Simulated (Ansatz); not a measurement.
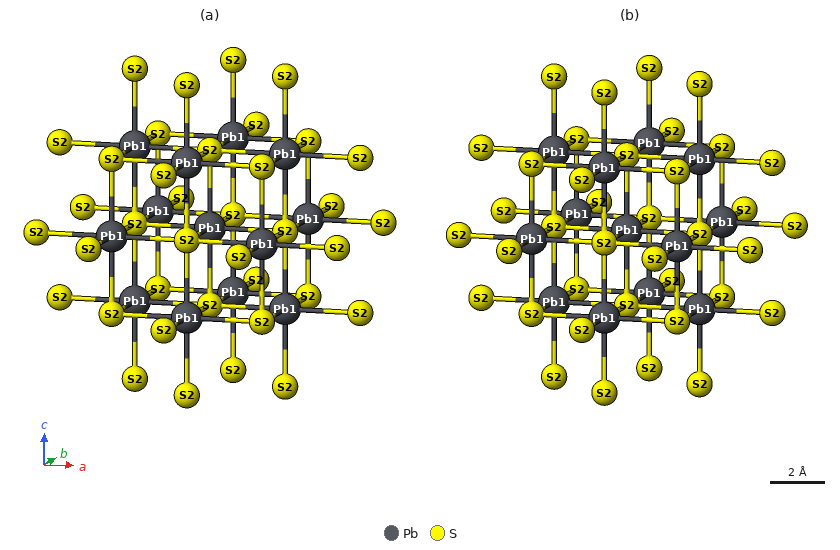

Left: a symmetric starting cell of PbS (made from another compound by putting Pb in place of Sn). Right: the same structure after one change, at the same scale. A ball-and-stick model of the conventional cell (4 times the calculation's cell), seen slightly off an axis. Lengths and directions refer to the drawn axes.

These are results of DFT PBEsol, scalar-relativistic, plane waves, PAW (Ansatz), not measurements. Set-up: plane-wave cutoff 420 eV; k-point mesh 12 × 12 × 12; occupations gaussian; smearing width 0.01 eV; no spin polarisation.

What was changed?

All lengths are scaled by −3.2 % (volume −9.3 %), the atoms keeping their fractional coordinates. No relaxation follows. The starting cell wasn't computed here and needn't be at equilibrium, so pressure and forces aren't due to the change alone.

And its effect?

Near-neighbour distances before and after: Pb–S 2.950 → 2.856 Å. The space group stays Fm-3m (No. 225). The pressure is 7.3 GPa (not all of it need come from the change, since the unchanged cell can be under pressure at this level too). All forces vanish by symmetry.
